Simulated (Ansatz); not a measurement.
# HfS5: band-structure calculation

System: HfS5 (6 atoms in the cell).
Method: DFT PBE, scalar-relativistic, plane waves, PAW, no spin polarisation (Ansatz 0.2.0).

The structure was made by a generator, so it may or may not be a known phase. Figures and captions count atoms from 1; the log counts them from 0 in places.

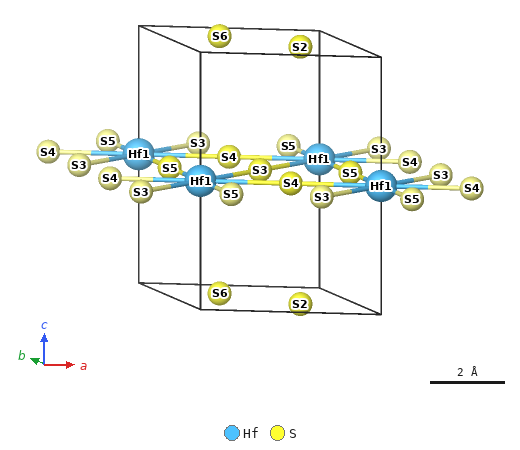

**Figure 1.** The input geometry (ball-and-stick view of the cell of the calculation, seen slightly off an axis; neighbours outside the cell are drawn fainter; atoms are numbered from 1 in the order of the input). An atom can appear more than once, as a periodic image.

Input
```yaml
crystal:
  lattice:
    - [5.0317741052, 0.0, 0.0]
    - [-2.5158870526, 4.3576442012, 0.0]
    - [0.0, 0.0, 7.1322536289]
  atoms:
    - { symbol: Hf, position: [0.0, 0.0, 0.5] }
    - { symbol: S, position: [0.6666666667, 0.3333333333, 0.0] }
    - { symbol: S, position: [0.5, 0.5, 0.5] }
    - { symbol: S, position: [0.5, 0.0, 0.5] }
    - { symbol: S, position: [0.0, 0.5, 0.5] }
    - { symbol: S, position: [0.3333333333, 0.6666666667, 0.0] }
basis:
  ecutwfc: 420
kpoints:
  mp_grid: { grid: [12, 12, 6] }
  band_path:
    path:
      - [[0.0, 0.0, 0.0], [0.5, 0.0, 0.0], [0.33333333, 0.33333333, 0.0], [0.0, 0.0, 0.0], [0.0, 0.0, 0.5], [0.5, 0.0, 0.5], [0.33333333, 0.33333333, 0.5], [0.0, 0.0, 0.5]]
      - [[0.5, 0.0, 0.5], [0.5, 0.0, 0.0]]
      - [[0.33333333, 0.33333333, 0.5], [0.33333333, 0.33333333, 0.0]]
    npoints: 14
hamiltonian:
  xc: pbe
scf:
  occupations: { method: gaussian, width: 0.1 }
  n_extra_bands: 15
output:
  forces: true
  stress: true
  eigenvalues: true
  populations: true
  dos: { projected: true, de: 0.02, nscf_kmesh: { grid: [15, 15, 8] } }
  bader: true
  write_density: true
  write_potential: true
  elf: true
  volumetric_format: npy
```

Command:
```bash
ansatz run input.yaml --threads 1 --pin off --max-ram 2560MiB --backend cpu --events-out ev --progress --plain --runs-dir out
```

Output
```
scf.n_extra_bands = 15 over 28 filled bands (N_el = 56.0): the run solves 43 bands
Engine: ansatz 0.2.0, x86_64-unknown-linux-gnu
Pseudopotentials: kind: paw
Pseudopotential: Hf, paw, valence charge 26, recommended cutoff 420 eV (normal), Hf.paw.azcp
Pseudopotential: S, paw, valence charge 6, recommended cutoff 420 eV (normal), S.paw.azcp
Functional definition: PBE
  parameter kappa = 0.804
  parameter beta = 0.06672455060314922
  exchange = pbe_x(kappa = kappa, mu = beta*pi^2/3)
  correlation = pbe_c(beta = beta)
Crystal: 6 atoms, lattice volume = 156.387 Å³
Basis set: ecut = 420 eV, 3101 PW (Γ), exchange–correlation on 72×72×96 points (8 copies of the dense FFT grid, shifted against one another)
Bands: 43, of which v1, the nominal top of the filled ones, is band 28 counted from 1 (27 counted from 0)
Symmetry: 24 space group operations
Space group: P6/mmm (ITA 191), of the structure as read, at distance tolerance 5.4e-5 Å
k-points: 76 of 864
Non-local potential: Hf, projectors of the file, l = 0: 3, l = 1: 2, l = 2: 2, l = 3: 3
Non-local potential: S, projectors of the file, l = 0: 2, l = 1: 2, l = 2: 2
PAW form: soft (Blöchl's): semilocal exchange-correlation on the pseudo side does not see the compensation charge
PAW one-centre angular grid: Hf, 590 points (default); XC on 64 Gauss nodes
PAW one-centre angular grid: S, 110 points (default); XC on 64 Gauss nodes
Initial density: superposition of atomic densities (neutral atoms: chi_scale 0, normalization atom), corrected by the library's trained network
Initial wavefunctions: pseudopotential atomic-orbital guess
Functional: x = pbe(κ = 0.804, μ = 0.2195149727645171), c = pbe(β = 0.06672455060314922)
SCF iter   1: F=—  HF=-20228.592815 eV  |F-HF|=—  |Δ(HF+E_count)|=         —  Δρ=1.84e-2  dr2=2.75e0  ethr=1.77e-3  ⟨swp⟩=6.7  Hψ=14614  notcnv=0  defer=110
preconditioner: auto → LDOS  [metal: Δε(μ)=0.016 eV  Ē_g=12.525 eV  σ=0.100 eV  W_gap=0.09  n_scr=34 (ndim 8)  ℏωp=20.6 eV  f_vac=0.103  D(μ)=6.42/eV (n_scr^D=54)  β→1.0]
SCF iter   2: F=—  HF=-20228.410512 eV  |F-HF|=—  |Δ(HF+E_count)|=   1.82e-1  Δρ=5.33e-3  dr2=3.87e-2  ethr=1.77e-3  ⟨swp⟩=2.0  Hψ=4360  notcnv=0  defer=484
SCF iter   3: F=—  HF=-20228.417648 eV  |F-HF|=—  |Δ(HF+E_count)|=   7.14e-3  Δρ=3.67e-3  dr2=5.80e-2  ethr=6.91e-5  ⟨swp⟩=2.0  Hψ=5498  notcnv=0  defer=502
SCF iter   4: F=—  HF=-20228.409744 eV  |F-HF|=—  |Δ(HF+E_count)|=   7.90e-3  Δρ=9.27e-4  dr2=2.15e-3  ethr=6.91e-5  ⟨swp⟩=2.1  Hψ=4214  notcnv=0  defer=502
SCF iter   5: F=—  HF=-20228.409143 eV  |F-HF|=—  |Δ(HF+E_count)|=   6.01e-4  Δρ=5.74e-4  dr2=1.48e-3  ethr=3.84e-6  ⟨swp⟩=2.0  Hψ=4455  notcnv=0  defer=502
SCF iter   6: F=—  HF=-20228.408962 eV  |F-HF|=—  |Δ(HF+E_count)|=   1.81e-4  Δρ=1.46e-4  dr2=6.70e-5  ethr=2.63e-6  ⟨swp⟩=2.0  Hψ=3459  notcnv=0  defer=502
SCF iter   7: F=—  HF=-20228.408982 eV  |F-HF|=—  |Δ(HF+E_count)|=   2.03e-5  Δρ=4.63e-5  dr2=1.24e-5  ethr=1.20e-7  ⟨swp⟩=2.0  Hψ=5252  notcnv=0  defer=494
SCF iter   8: F=—  HF=-20228.408982 eV  |F-HF|=—  |Δ(HF+E_count)|=   2.49e-7  Δρ=2.29e-5  dr2=3.03e-6  ethr=2.21e-8  ⟨swp⟩=1.1  Hψ=2775  notcnv=0  defer=494
SCF iter   9: F=-20228.408982 eV  HF=-20228.408982 eV  |F-HF|=5.26e-8  |Δ(HF+E_count)|=   1.71e-7  Δρ=3.75e-6  dr2=7.01e-8  ethr=1.79e-10  ⟨swp⟩=15.0  Hψ=23553  notcnv=0
SCF 1 converged in 9 iterations: F = -20228.408982 eV  dr2 = 7.01e-8
  greatest PAW one-centre occupation: 0.998 electrons in one spin orbital (limit 2), on the Hf atom at site 0 (counted from 0), in its partial waves of l = 3
```

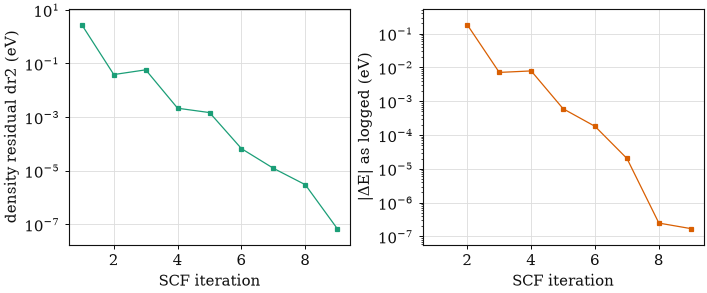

**Figure 2.** Convergence of the self-consistent field: density residual dr2 and size of the energy change against the SCF iteration. The residual falls almost steadily, with no more than small rises.

```
NSCF: frozen V_eff on 129 k-points
NSCF: frozen V_eff on 135 k-points
SCF converged after 9 iterations
Free energy (F): -20228.408982 eV
Harris-Foulkes:  -20228.408982 eV  (|F-HF|=5.26e-8)
Internal energy: -20228.373394 eV  (E = F + TS)
E sigma→0 (E₀):  -20228.391188 eV
Entropy (-TS):   -0.035588 eV (-5.931 meV/atom)
Fermi energy:    5.656131 eV
--- Per-component energies (eV) ---
  E_band       = -397.456544
  E_kinetic    = 944.381979
  E_local      = -10081.443982  (includes V_loc(G=0)·N_el)
  E_nonlocal   = -1099.514781
  E_hartree    = 4564.248628
  E_xc         = -778.022078
  E_vxc        = -693.415529  (∫ρ·V_xc dr)
  E_paw        = -9926.232460  (= ΣΔE_a)
  E_vpaw       = 1404.026936  (= ΣTr[D̂ρ^β])
  E_aug_tail   = 0.000007  (compensation charges beyond the density's cutoff)
  E_ewald      = -3851.790708
  E_smearing   = -0.035588  (= −TS)
  E_closure    = -0.000000  (closes the sum)
  Σ components = -20228.408982   (vs F -20228.408982, Δ=0.00e0)
--- Forces (eV/Å), atoms counted from 1 ---
  atom   1  Hf     0.00000000     0.00000000     0.00000000
  atom   2  S      0.00000000    -0.00000000     0.00000000
  atom   3  S      0.00000000    -0.00000000     0.00000000
  atom   4  S      0.00000000     0.00000000     0.00000000
  atom   5  S      0.00000000     0.00000000     0.00000000
  atom   6  S      0.00000000     0.00000000     0.00000000
  max |Σ_I F_I| component: 1.68e-29 eV/Å
--- Stress (GPa, compression-positive) ---
        0.006404      -0.000000       0.000000
       -0.000000       0.006404       0.000000
        0.000000       0.000000       0.003535
  P = ⅓ Tr σ = 0.0054 GPa (0.054 kbar)
--- Band table (eV; the first three rows and the last of 76) ---
  k-point 0: bands = ["-57.9911", "-26.8244", "-26.6098", "-26.6098", "-10.8812", "-8.0191", "-8.0038", "-8.0038", "-7.9283", "-7.9283", "-7.8678", "-7.8548", "-6.6201", "-6.4859", "-6.4859", "-4.3832", "-2.6056", "-0.1898", "-0.1898", "0.4613", "3.1078", "3.1078", "4.3630", "4.3633", "4.3633", "5.6160", "5.6160", "5.7202", "5.8549", "5.9606", "5.9606", "6.5204", "6.8706", "7.4897", "7.4897", "9.1851", "9.1851", "11.5759", "11.7939", "11.9781", "12.9325", "15.1775", "15.1775"]
  k-point 1: bands = ["-57.9911", "-26.8244", "-26.6098", "-26.6098", "-10.8805", "-8.0191", "-8.0038", "-8.0038", "-7.9283", "-7.9283", "-7.8678", "-7.8548", "-6.6251", "-6.4858", "-6.4858", "-4.3814", "-2.6100", "-0.1894", "-0.1894", "0.5306", "3.0809", "3.0809", "4.1121", "4.4051", "4.4051", "5.5489", "5.5489", "5.7519", "6.0316", "6.0367", "6.0367", "6.5204", "6.8724", "7.4893", "7.4893", "9.1852", "9.1852", "11.2287", "11.4247", "12.4123", "13.5052", "14.7864", "14.7864"]
  k-point 2: bands = ["-57.9911", "-26.8244", "-26.6098", "-26.6098", "-10.8792", "-8.0191", "-8.0038", "-8.0038", "-7.9283", "-7.9283", "-7.8678", "-7.8548", "-6.6350", "-6.4856", "-6.4856", "-4.3776", "-2.6187", "-0.1888", "-0.1888", "0.6849", "3.0315", "3.0315", "3.6876", "4.4849", "4.4849", "5.4560", "5.4560", "5.8174", "6.1475", "6.1475", "6.2977", "6.5205", "6.8758", "7.4885", "7.4885", "9.1853", "9.1853", "10.6913", "11.1468", "13.1527", "14.2882", "14.2882", "14.4197"]
  k-point 75: bands = ["-57.9910", "-26.8239", "-26.6217", "-26.6217", "-9.0115", "-9.0115", "-8.0175", "-7.9563", "-7.9563", "-7.9361", "-7.9277", "-7.9277", "-7.8458", "-6.8489", "-5.6753", "-5.6753", "-0.2889", "-0.2889", "0.0859", "1.6222", "1.6222", "2.1966", "3.7292", "3.7292", "4.1683", "4.6517", "4.6517", "4.8815", "4.8815", "5.7849", "6.0912", "7.4541", "7.7125", "7.7125", "9.6988", "10.5942", "10.5942", "12.7031", "13.2076", "13.2077", "13.2077", "14.0712", "14.0712"]
--- Löwdin populations: 6 sites ---
  site symbol       q [e]
     0     Hf     25.2640
     1      S      6.2140
     2      S      5.9924
     3      S      5.9924
     4      S      5.9924
     5      S      6.2140
  spilling = 0.005904 (of n_electrons = 56.000000)
--- Bader charges: 6 sites ---
  site symbol  charge [e]  shift [e]
     0     Hf      2.0045     0.0000
     1      S     -0.2311     0.0000
     2      S     -0.5141     0.0000
     3      S     -0.5141     0.0000
     4      S     -0.5141     0.0000
     5      S     -0.2311     0.0000
  estimated error of the sums over rays = 2.4e-4 e
```

File bader_charges.tsv
```
# site	symbol	x_ang	y_ang	z_ang	partial_charge_e	electrons	volume_ang3	relative_density_drop	shared_charge_e	partial_wave_shift_e
# quadrature_error_electrons = 2.4e-4
0	Hf	0.0000	0.0000	3.5661	2.00454	69.99546	19.24	-	2.00454	0.00000
1	S	2.5159	1.4525	0.0000	-0.23111	16.23111	34.79	-	-0.23111	0.00000
2	S	1.2579	2.1788	3.5661	-0.51408	16.51408	21.99	-	-0.51408	0.00000
3	S	2.5159	0.0000	3.5661	-0.51412	16.51412	21.99	-	-0.51412	0.00000
4	S	-1.2579	2.1788	3.5661	-0.51411	16.51411	21.99	-	-0.51411	0.00000
5	S	0.0000	2.9051	0.0000	-0.23111	16.23111	34.79	-	-0.23111	0.00000
```

File populations.tsv
```
# site	symbol	l	j	q
# orbitals = lowdin
# n_electrons = 56.000000
# spilling = 0.005904
0	Hf	0_5S	-	1.980276
0	Hf	0_6S	-	0.482485
0	Hf	1_5P	-	5.989889
0	Hf	2_5D	-	2.813661
0	Hf	3_4F	-	13.997660
1	S	0_3S	-	1.983294
1	S	1_3P	-	4.230744
2	S	0_3S	-	1.775708
2	S	1_3P	-	4.216733
3	S	0_3S	-	1.775708
3	S	1_3P	-	4.216733
4	S	0_3S	-	1.775708
4	S	1_3P	-	4.216733
5	S	0_3S	-	1.983294
5	S	1_3P	-	4.230744
```

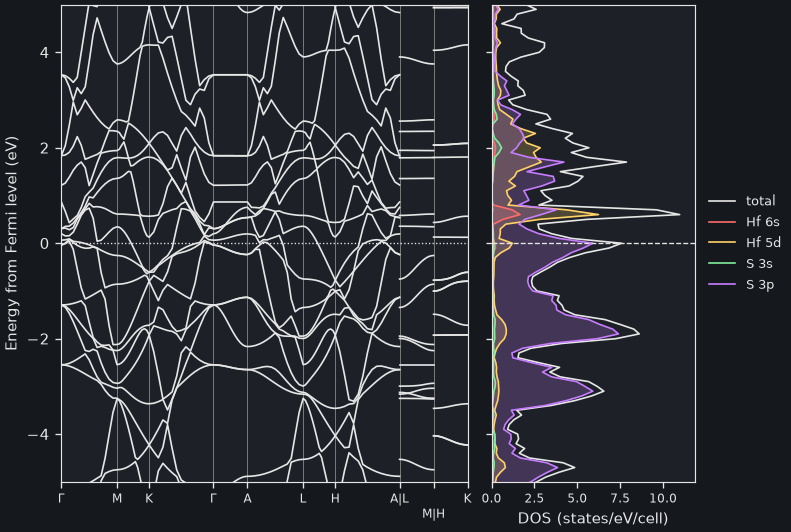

**Figure 3.** Band structure along Γ–M–K–Γ–A–L–H–A|L–M|H–K and density of states (projected on Löwdin-orthogonalised atomic shells), with energies from the Fermi level. Bands cross the Fermi level: a metal at this level of theory.

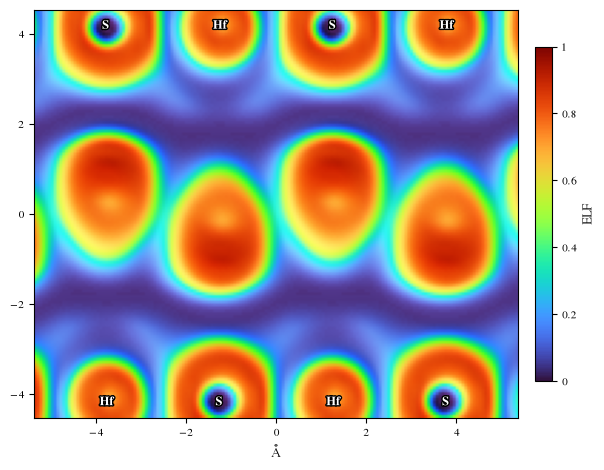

**Figure 4.** Electron localisation function on the (101) plane of the conventional cell. Atoms in the plane: Hf and S. Hf–S (2.52 Å): the ELF is about 0.30 at the midpoint; no shared pair; the contact is polar. The strong features right at Hf lie inside the PAW spheres (semicore, d or f shells) and say nothing about bonding. In a PAW calculation such maps are meaningful between the atoms, not at the nuclei.

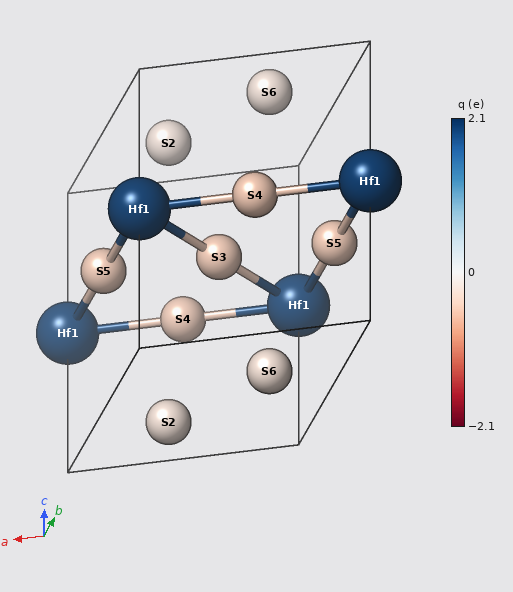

**Figure 5.** Bader charges, as the colour of each atom (ball-and-stick view of the cell of the calculation, seen at an oblique angle; atoms are numbered from 1 in the order of the input). By element: Hf +2.00 and S −0.51 to −0.23 e.

Results in brief

| quantity | value |
| --- | --- |
| outcome | converged |
| space group (tolerance 0.01 Å) | P6/mmm (191) |
| electrons treated | 56 |
| free energy | −20228.4090 eV |
| Fermi energy | 5.656 eV |
| gap on the k-point mesh | none (metallic) |
| pressure | 0.01 GPa |
| largest force (length of the vector) | under 0.001 eV/Å |
| hardware | 1 thread of Intel Xeon @ 2.50GHz (Skylake/Cascade Lake), 189 GiB of memory available, shared host |
| wall time | 3.8 min |
| peak memory | 0.84 GiB |

Notes

Spin–orbit coupling is left out, which matters for Hf.
